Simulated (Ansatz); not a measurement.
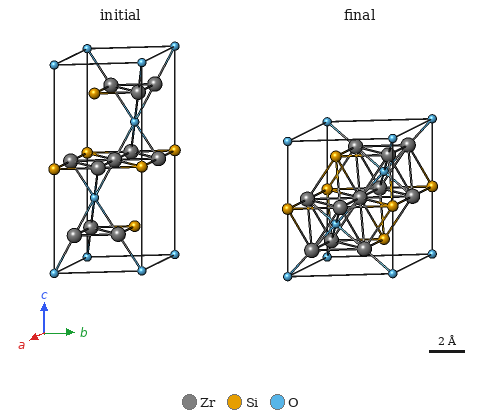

The structure of crystalline Zr$_{3}$SiO (a generated structure, set up in R-3m) (coarse preliminary run) before (left) and after (right) a relaxation, at one scale.

Style: ball-and-stick. Shown: the conventional cell (3 times the calculation's cell), slightly off an axis. Lengths and directions refer to the drawn axes.

Level of theory: DFT PBE, scalar-relativistic, plane waves, PAW (Ansatz). Set-up: plane-wave cutoff 420 eV; k-point mesh 6 × 6 × 6; occupations gaussian; smearing width 0.1 eV; no spin polarisation; cell and atoms relaxed; force threshold 0.04 eV/Å; at most 70 steps.

### What changed between the two?

The energy falls by 7.681 eV per cell of the calculation in 10 accepted moves (12 points after the start). All forces vanish by symmetry, so only the cell relaxes. Pressure: 26.66 GPa at the start and 0.15 GPa at the end. The SCF was repeated twice at an unchanged geometry on a basis and grid sized afresh for the cell, which shifted the energy by 0.134 eV per cell of the calculation at most. The atoms keep their places relative to the cell (all moves are under 0.005 Å). The drawn cell changes as follows: a = b 5.085 → 6.092 Å (+19.8 %), c 12.211 → 7.928 Å (−35.1 %); the volume changes by −6.8 %. Among the contacts that change: Si–Zr 4.327 → 3.174 Å, Zr–Zr 4.327 → 3.174 Å, Zr–Zr 2.542 → 3.046 Å, Si–Zr 2.542 → 3.046 Å. New bonds form: Si–Zr (4.33 → 3.17 Å), Zr–Zr (4.33 → 3.17 Å). Among the angles between lasting bonds that change: Zr–O–Zr 60.9° → 87.6°, Zr–O–Zr 119.1° → 92.4°. The space group stays R-3m (No. 166). Cost: 72 s on 1 thread of Arm Neoverse V1, on a shared host, peak memory 0.4 GiB.
